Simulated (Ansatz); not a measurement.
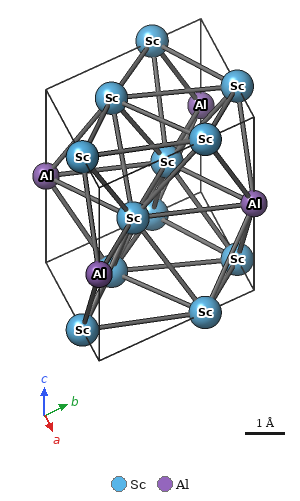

Phonons of solid Sc$_{5}$Al (a generated structure), at the zone centre. A ball-and-stick model of the cell of the calculation, seen from a free direction.

All numbers below come from DFT PBE, scalar-relativistic, plane waves, PAW in Ansatz 0.2.0. Settings: plane-wave cutoff 420 eV; k-point mesh 12 × 12 × 8; occupations fermi dirac; smearing width 0.15 eV; no spin polarisation.

The frequencies depend somewhat on the k-mesh and the smearing.

Question: Which optical modes does it have, at what frequencies, and is it stable there?

Answer: The calculation's cell holds 6 atoms, so there are 15 optical modes, in 9 levels. No level is unstable.

```csv
level,symmetry,frequency (cm⁻¹),activity
1,triply degenerate,139,not assigned
2,E′,166,infrared- and Raman-active
3,E″,170,Raman-active
4,A₁″,184,silent
5,E′,196,infrared- and Raman-active
6,E′,207,infrared- and Raman-active
7,A₂″,208,infrared-active
8,A₁′,218,Raman-active
9,A₂″,233,infrared-active
```

The crystal is a metal, so free carriers screen the infrared response.

The modes drawn as arrows (one member of each degenerate set), 6 of the levels:

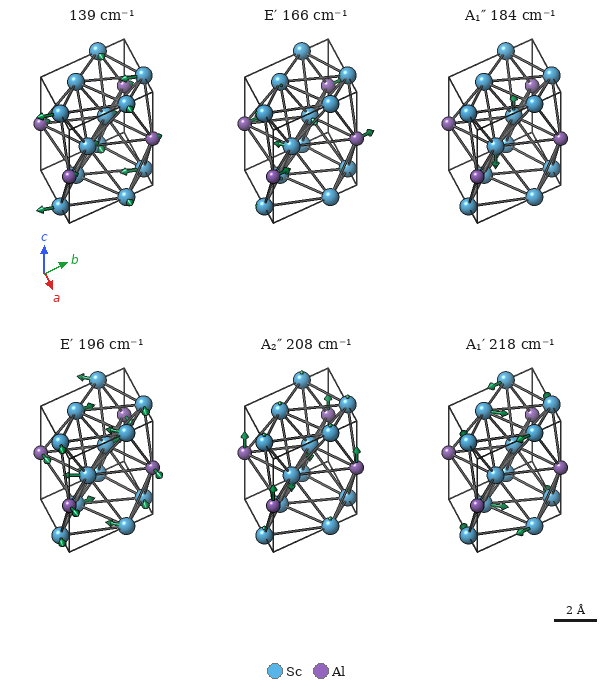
